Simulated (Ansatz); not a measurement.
# Ni: band-structure calculation

- system: Ni (P6/mmm, 1 atom in the cell)
- method: DFT, PBE, PAW with Ansatz's default frozen-core files, scalar-relativistic, spin-polarised (Ansatz 0.2.0)

It belongs to a series of runs on one base structure; here: volume scaled by 0.4, PAW files. Figures and captions count atoms from 1; the log counts them from 0 in places.

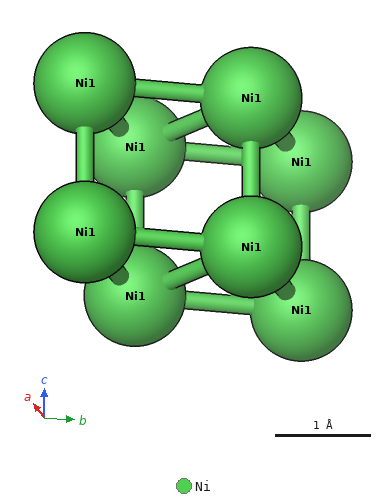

*The structure as given in the input (ball-and-stick view of the cell of the calculation, seen at an oblique angle; atoms are numbered from 1 in the order of the input).*

Near neighbours in the crystal (not all of them lie inside the picture): Ni has 8 Ni at 1.70 to 1.80 Å.

## Input file
```yaml
crystal:
  lattice:
    - [1.7956181332, 0.0, 0.0]
    - [-0.8978090666, 1.5550509188, 0.0]
    - [0.0, 0.0, 1.6984941785]
  atoms:
    - { symbol: Ni, position: [0.0, 0.0, 0.0], spin: 1.0 }
magnetization:
  spin_polarized: true
kpoints:
  mp_grid: { grid: [18, 18, 17] }
  band_path:
    path:
      - [0.0, 0.0, 0.0]
      - [0.5, 0.0, 0.0]
      - [0.3333333333, 0.3333333333, 0.0]
      - [0.0, 0.0, 0.0]
      - [0.0, 0.0, 0.5]
      - [0.5, 0.0, 0.5]
      - [0.3333333333, 0.3333333333, 0.5]
      - [0.0, 0.0, 0.5]
      - [0.5, 0.0, 0.5]
    npoints: 8
scf:
  occupations: { method: fermi_dirac, width: 0.1 }
hamiltonian:
  xc: pbe
  pseudopotentials: { kind: paw }
output:
  forces: true
  stress: true
  eigenvalues: true
  populations: true
  dos: { projected: true, de: 0.2, e_range: [-14, 8] }
  write_density: true
  write_potential: true
  elf: true
  volumetric_format: npy
```

Launch command:
```bash
ansatz run input.yaml --threads 1 --pin off --max-ram 3072MiB --backend cpu --events-out ev --progress --plain --runs-dir out
```

## Output
```
Engine: ansatz 0.2.0, aarch64-unknown-linux-gnu
Pseudopotentials: kind: paw
Pseudopotential: Ni, paw, valence charge 18, recommended cutoff 420 eV (normal), Ni.paw.azcp
Functional definition: PBE
  parameter kappa = 0.804
  parameter beta = 0.06672455060314922
  exchange = pbe_x(kappa = kappa, mu = beta*pi^2/3)
  correlation = pbe_c(beta = beta)
Crystal: 1 atoms, lattice volume = 4.743 Å³
Basis set: ecut = 420 eV, 83 PW (Γ), exchange–correlation on 30×30×24 points (8 copies of the dense FFT grid, shifted against one another)
Bands: 14, of which v1, the nominal top of the filled ones, is band 9 counted from 1 (8 counted from 0)
Symmetry: 24 space group operations
Space group: P6/mmm (ITA 191), of the structure as read, at distance tolerance 1.7e-5 Å
Magnetic group: BNS 191.233 (UNI 1463), of the structure as read, at distance tolerance 1.7e-5 Å
k-points: 333 of 5508
Non-local potential: Ni, projectors of the file, l = 0: 3, l = 1: 2, l = 2: 3, l = 3: 1
PAW form: soft (Blöchl's): semilocal exchange-correlation on the pseudo side does not see the compensation charge
PAW one-centre angular grid: Ni, 590 points (default); XC on 64 Gauss nodes
Initial density: superposition of atomic densities (chi_scale 0.1, normalization cell)
Starting moments: Σ|m| = 1 μB on 1 of 1 site
Initial wavefunctions: pseudopotential atomic-orbital guess
Functional: x = pbe(κ = 0.804, μ = 0.2195149727645171), c = pbe(β = 0.06672455060314922)
iter 1 solved again at ethr=6.74e-4 eV; its pass at ethr=3.10e-3 eV (dr2=1.21e-1 eV) is discarded
SCF iter   1: F=—  HF=-5811.152561 eV  |F-HF|=—  |Δ(HF+E_count)|=         —  Δρ=2.37e-1 (↑1.69e-1 ↓2.37e-1)  dr2=1.21e-1  dr2_m=1.69e0  M=0.095 μB ∫|m|=0.095 μB  β_m=0.30  ethr=6.74e-4  ⟨swp⟩=1.1  Hψ=61805  notcnv=0
Mixer restart at iter 1: flushing history
preconditioner: auto → none  [metal: Δε(μ)=0.006 eV  Ē_g=32.838 eV  σ=0.100 eV  W_gap=0.01  n_scr=0 (ndim 8)  ℏωp=53.9 eV  f_vac=0.000  D(μ)=0.69/eV (n_scr^D=8)]
SCF iter   2: F=—  HF=-5816.405924 eV  |F-HF|=—  |Δ(HF+E_count)|=    5.25e0  Δρ=1.76e-1 (↑1.18e-1 ↓1.76e-1)  dr2=7.81e-2  dr2_m=8.96e-1  M=0.077 μB ∫|m|=0.077 μB  β_m=0.65  ethr=6.73e-4  ⟨swp⟩=4.0  Hψ=21753  notcnv=0  defer=6
SCF iter   3: F=—  HF=-5826.464102 eV  |F-HF|=—  |Δ(HF+E_count)|=    1.01e1  Δρ=5.33e-2 (↑5.33e-2 ↓2.54e-2)  dr2=1.18e-1  dr2_m=1.18e-2  M=0.012 μB ∫|m|=0.012 μB  β_m=0.72  ethr=4.34e-4  ⟨swp⟩=4.4  Hψ=25461  notcnv=0  defer=16
SCF iter   4: F=—  HF=-5827.189183 eV  |F-HF|=—  |Δ(HF+E_count)|=   7.25e-1  Δρ=6.41e-2 (↑4.97e-2 ↓6.41e-2)  dr2=2.59e-1  dr2_m=2.99e-3  M=0.005 μB ∫|m|=0.005 μB  β_m=0.54  ethr=4.34e-4  ⟨swp⟩=3.8  Hψ=25298  notcnv=0  defer=214
SCF iter   5: F=—  HF=-5827.240207 eV  |F-HF|=—  |Δ(HF+E_count)|=   5.10e-2  Δρ=1.08e-2 (↑1.04e-2 ↓1.08e-2)  dr2=8.78e-3  dr2_m=1.11e-5  M=0.001 μB ∫|m|=0.001 μB  β_m=0.77  ethr=4.34e-4  ⟨swp⟩=3.7  Hψ=20046  notcnv=0  defer=313
SCF iter   6: F=—  HF=-5827.297218 eV  |F-HF|=—  |Δ(HF+E_count)|=   5.70e-2  Δρ=1.34e-3 (↑1.34e-3 ↓9.62e-4)  dr2=8.80e-5  dr2_m=2.02e-6  M=0.000 μB ∫|m|=0.000 μB  β_m=0.89  ethr=4.88e-5  ⟨swp⟩=2.5  Hψ=15401  notcnv=0  defer=312
SCF iter   7: F=—  HF=-5827.304648 eV  |F-HF|=—  |Δ(HF+E_count)|=   7.43e-3  Δρ=1.63e-4 (↑1.45e-4 ↓1.63e-4)  dr2=7.12e-7  dr2_m=3.82e-8  M=-0.000 μB ∫|m|=0.000 μB  β_m=0.94  ethr=4.89e-7  ⟨swp⟩=2.5  Hψ=16662  notcnv=0  defer=311
SCF iter   8: F=—  HF=-5827.304898 eV  |F-HF|=—  |Δ(HF+E_count)|=   2.49e-4  Δρ=1.48e-4 (↑1.48e-4 ↓1.39e-4)  dr2=1.65e-6  dr2_m=1.61e-9  M=-0.000 μB ∫|m|=0.000 μB  β_m=0.97  ethr=3.96e-9  ⟨swp⟩=3.5  Hψ=19958  notcnv=0  defer=311
SCF iter   9: F=—  HF=-5827.304897 eV  |F-HF|=—  |Δ(HF+E_count)|=   5.99e-7  Δρ=3.04e-5 (↑3.04e-5 ↓2.94e-5)  dr2=6.47e-8  dr2_m=4.79e-11  M=-0.000 μB ∫|m|=0.000 μB  β_m=0.98  ethr=3.96e-9  ⟨swp⟩=1.7  Hψ=11466  notcnv=0  defer=311
SCF iter  10: F=—  HF=-5827.304898 eV  |F-HF|=—  |Δ(HF+E_count)|=   1.05e-6  Δρ=4.90e-6 (↑4.90e-6 ↓4.68e-6)  dr2=9.69e-10  dr2_m=1.44e-12  M=-0.000 μB ∫|m|=0.000 μB  β_m=0.88  ethr=3.60e-10  ⟨swp⟩=2.3  Hψ=15363  notcnv=0  defer=311
SCF iter  11: F=-5827.304898 eV  HF=-5827.304898 eV  |F-HF|=2.18e-11  |Δ(HF+E_count)|=   5.62e-8  Δρ=6.88e-7 (↑6.15e-7 ↓6.88e-7)  dr2=1.83e-11  dr2_m=7.55e-14  M=-0.000 μB ∫|m|=0.000 μB  ethr=5.39e-12  ⟨swp⟩=9.4  Hψ=68796  notcnv=0
SCF 1 converged in 11 iterations: F = -5827.304898 eV  dr2 = 1.83e-11
  Residual-converged pass: ⟨swp⟩=1.0  Hψ=12001  notcnv=0  max |occ|·‖R‖ = 7.1e-9 eV (tolerance 1.0e-8 eV)  dr2=1.83e-11  dr2_m=7.55e-14  dr2_onsite=2.01e-11  max |Δocc| = 4.6e-12
  greatest PAW one-centre occupation: 1.010 electrons in one spin orbital (limit 2), on the Ni atom at site 0 (counted from 0), in its partial waves of l = 1
```

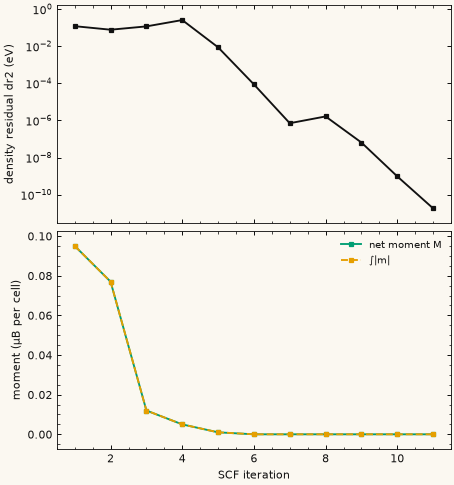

*Convergence of the self-consistent field: density residual dr2 and magnetic moment against the SCF iteration.*

The residual falls unevenly and jumps up by a factor of two or more 2 times on the way down. The net moment stays at 0.0 μB per cell, and ∫|m| falls to zero.

```
WARN: the starting moments were not kept: the SCF closed with an absolute magnetisation of 4.3e-8 μB, where they sum to 1 μB in size (1 site). That is at most 0.1 of that sum. Measured as dr2_m measures the in/out step, that magnetisation stands 2.5e-15 eV from none, at or under the dr2_threshold of 1.0e-7 eV: it is no larger than a step whose dr2_m would equal this threshold. The system may hold no moment; this SCF shows only that its start led to no more than that. To try another start: raise the starting moments (crystal.atoms[].spin, magnetization.per_species, magnetization.initial_magnetization, or on a non-collinear deck that types none of these the spinor_matrix: blocks that start its atoms; where the total moment is fixed, keep their sum and leave initial_magnetization as it is; typed ones take the place of any that the run laid by itself, positive ones on a crystal's lanthanoids without a Hubbard term where scf.initial_density.shell_occupations: [] is typed) or, if the notice of its spin-set hold's release reads "site moments contracting" or "site moments show no strong build", lengthen the hold (scf.mixing.spin_hold: { on: { confirm: 4 } }; for m-r²SCAN on two components see the key's manual first). Each may lead to a state that holds a moment. A second SCF, from the converged charge density, with the starting moments and any scf.initial_density.shell_occupations laid on it anew, would have followed, and was not run: the deck does not ask for one (magnetization.retry_lost_moments is false, the default). To let it run, set magnetization.retry_lost_moments: true and run the deck again, where that key's refused combinations let it; where memory then withholds it, that run's warning says so.
NSCF: frozen V_eff on 65 k-points
SCF converged after 11 iterations
Magnetization: -0.0000 μB (9.0000 up, 9.0000 down)
Absolute magnetization: 0.0000 μB (∫|ρ↑−ρ↓|, with the PAW one-centre terms)
Spin contamination: 0.0000 ħ² per cell (⟨S²⟩ above its minimum at these occupations)
Per-site moments (μB) at R_I (Å): [(-7.92753970373744e-9, 0.70062884863125)]
Free energy (F): -5827.304898 eV
Harris-Foulkes:  -5827.304898 eV  (|F-HF|=2.18e-11)
Internal energy: -5827.284598 eV  (E = F + TS)
E sigma→0 (E₀):  -5827.294748 eV
Entropy (-TS):   -0.020301 eV (-20.301 meV/atom)
Fermi energy:    47.860661 eV
--- Per-component energies (eV) ---
  E_band       = 182.122029
  E_kinetic    = 315.432778
  E_local      = -2072.843691  (includes V_loc(G=0)·N_el)
  E_nonlocal   = 669.981303
  E_hartree    = 970.348065
  E_xc         = -93.452932
  E_vxc        = -121.102916  (∫ρ·V_xc dr)
  E_paw        = -1645.297406  (= ΣΔE_a)
  E_vpaw       = -550.041911  (= ΣTr[D̂ρ^β])
  E_aug_tail   = 0.000474  (compensation charges beyond the density's cutoff)
  E_ewald      = -3971.453190
  E_smearing   = -0.020301  (= −TS)
  E_closure    = 0.000000  (closes the sum)
  Σ components = -5827.304898   (vs F -5827.304898, Δ=0.00e0)
--- Forces (eV/Å), atoms counted from 1 ---
  atom   1  Ni    -0.00000000     0.00000000     0.00000000
  max |Σ_I F_I| component: 3.29e-32 eV/Å
--- Stress (GPa, compression-positive) ---
     1258.663509      -0.000000       0.000000
       -0.000000    1258.663509       0.000000
        0.000000       0.000000    1259.250092
  P = ⅓ Tr σ = 1258.8590 GPa (12588.590 kbar)
--- Band table (eV; the first three rows and the last of 666) ---
  k-point 0 ↑: bands = ["-59.5802", "-17.6018", "-17.6018", "-17.4058", "32.1779", "35.8713", "41.0938", "41.0938", "48.2330", "48.2330", "76.6876", "80.6631", "91.2274", "94.3123"]
  k-point 1 ↑: bands = ["-59.5499", "-17.5898", "-17.5898", "-17.5570", "32.3918", "36.0833", "41.1322", "41.1322", "48.0747", "48.0747", "76.8474", "79.0060", "92.9604", "94.3139"]
  k-point 2 ↑: bands = ["-59.4621", "-17.9835", "-17.5548", "-17.5548", "32.9872", "36.7205", "41.2430", "41.2430", "47.6312", "47.6312", "75.7087", "77.3252", "93.9650", "93.9650"]
  k-point 332 ↓: bands = ["-57.5684", "-20.4467", "-19.6898", "-19.6898", "36.0781", "36.0781", "42.6675", "42.6675", "49.7331", "68.9197", "69.2410", "69.2410", "72.3831", "72.3831"]
--- Löwdin populations: 1 site ---
  site symbol       q [e]    m [muB]
     0     Ni     17.8278    -0.0000
  spilling = 0.009565 (of n_electrons = 18.000000)
```

## File populations.tsv
```
# site	symbol	l	j	q_up	q_dn
# orbitals = lowdin
# n_electrons = 18.000000
# spilling = 0.009565
0	Ni	0_3S	-	0.980262	0.980262
0	Ni	0_4S	-	0.391022	0.391022
0	Ni	1_3P	-	2.991446	2.991446
0	Ni	2_3D	-	4.551182	4.551182
```

## File rho_z.tsv
```
# z_ang	rho[e/angstrom^3]	rho_spin[e/angstrom^3]
# format = ansatz-planar-average/11
# lattice	1.795618133	0.000000000	0.000000000
# lattice	-0.897809067	1.555050919	0.000000000
# lattice	0.000000000	0.000000000	1.698494179
# sites	1
# site	28	0.000000000	0.000000000	0.000000000
0.000000	8.822814e0	-4.064278e-8
0.141541	7.612102e0	-4.242733e-9
0.283082	5.022256e0	4.514253e-8
0.424624	2.780121e0	5.661640e-8
0.566165	1.524621e0	4.431836e-8
0.707706	9.937744e-1	1.729461e-8
0.849247	8.554276e-1	1.057537e-9
0.990788	9.937744e-1	1.729461e-8
1.132329	1.524621e0	4.431836e-8
1.273871	2.780121e0	5.661640e-8
1.415412	5.022256e0	4.514253e-8
1.556953	7.612102e0	-4.242733e-9
```

## File v_z.tsv
```
# z_ang	v_es[eV]	v_tot_up[eV]	v_tot_dn[eV]
# format = ansatz-planar-average/11
# xc	pbe
# density_cutoff_ev	1680
# datasets	Ni=:simpson_from_first_knot:soft
# lattice	1.795618133	0.000000000	0.000000000
# lattice	-0.897809067	1.555050919	0.000000000
# lattice	0.000000000	0.000000000	1.698494179
# sites	1
# site	28	0.000000000	0.000000000	0.000000000
0.000000	3.515146e0	-1.584825e1	-1.584825e1
0.141541	5.231673e0	-1.387155e1	-1.387155e1
0.283082	1.000957e1	-8.334831e0	-8.334831e0
0.424624	1.698010e1	-3.019798e-1	-3.019797e-1
0.566165	2.471865e1	8.630382e0	8.630383e0
0.707706	3.127639e1	1.607660e1	1.607660e1
0.849247	3.404325e1	1.910179e1	1.910179e1
0.990788	3.127639e1	1.607660e1	1.607660e1
1.132329	2.471865e1	8.630382e0	8.630383e0
1.273871	1.698010e1	-3.019798e-1	-3.019797e-1
1.415412	1.000957e1	-8.334831e0	-8.334831e0
1.556953	5.231673e0	-1.387155e1	-1.387155e1
```

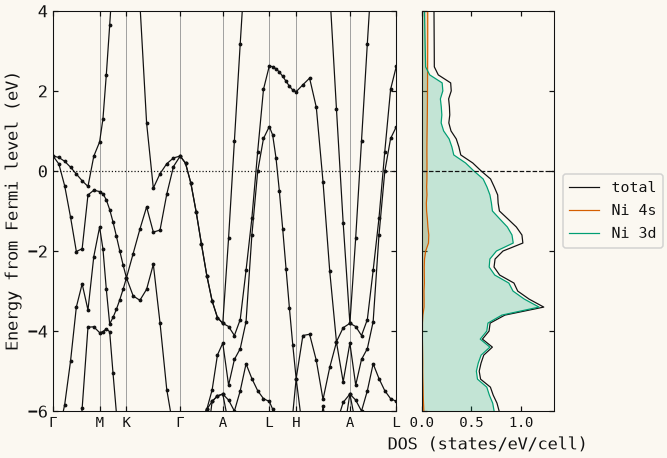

*Band structure along Γ–M–K–Γ–A–L–H–A–L and density of states (projected on Löwdin-orthogonalised atomic shells), with energies from the Fermi level.*

Bands cross the Fermi level: a metal at this level of theory.

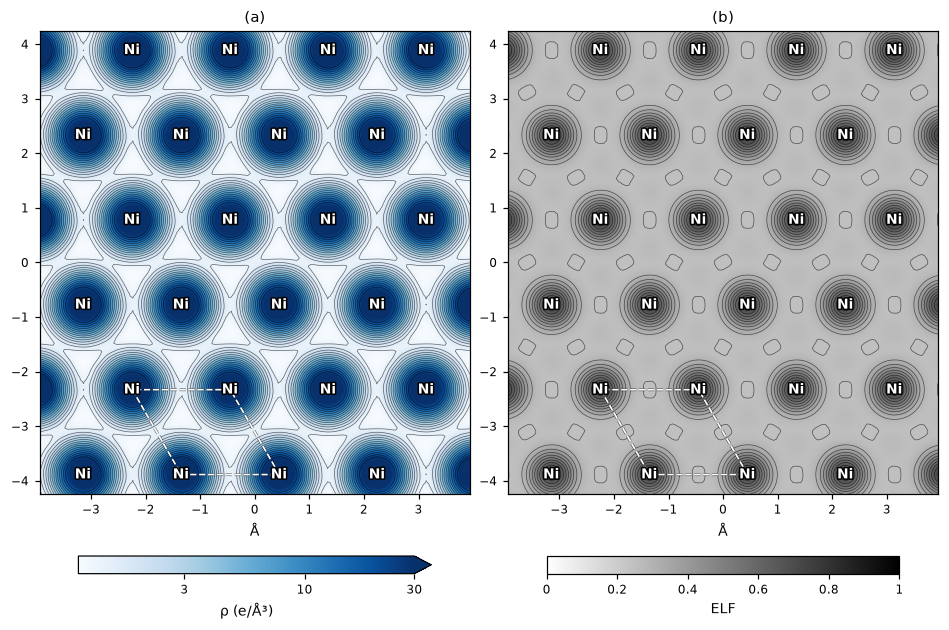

*(a) valence electron density; (b) ELF on the (001) plane of the conventional cell.*

Atoms in the plane: Ni. Ni–Ni (1.80 Å): ρ at the midpoint is about 1.3 e/Å³; the ELF is about 0.25 at the midpoint; no shared electron pair. Away from the nuclei the density in this plane falls to 1 e/Å³ at its lowest. The strong features right at Ni lie inside the PAW spheres (semicore, d or f shells) and say nothing about bonding. In a PAW calculation such maps are meaningful between the atoms, not at the nuclei.

## Results in brief

| quantity | value |
| --- | --- |
| outcome | converged |
| space group (tolerance 0.01 Å) | P6/mmm (191) |
| electrons treated | 18 |
| free energy | −5827.3049 eV |
| Fermi energy | 47.861 eV |
| net moment of the cell | 0.00 μB |
| integrated absolute moment | 0.00 μB |
| pressure | 1258.86 GPa |
| electronic character | metal |
| largest force (length of the vector) | under 0.001 eV/Å |
| hardware | 1 thread of Arm Neoverse V2, 24 GiB of memory available, shared host |
| wall time | 8.6 s |
| peak memory | 0.3 GiB |

## Remarks

The program warns: some starting moments were not kept. The cell is under a pressure of 1259 GPa at this level, so it is not at its equilibrium volume.
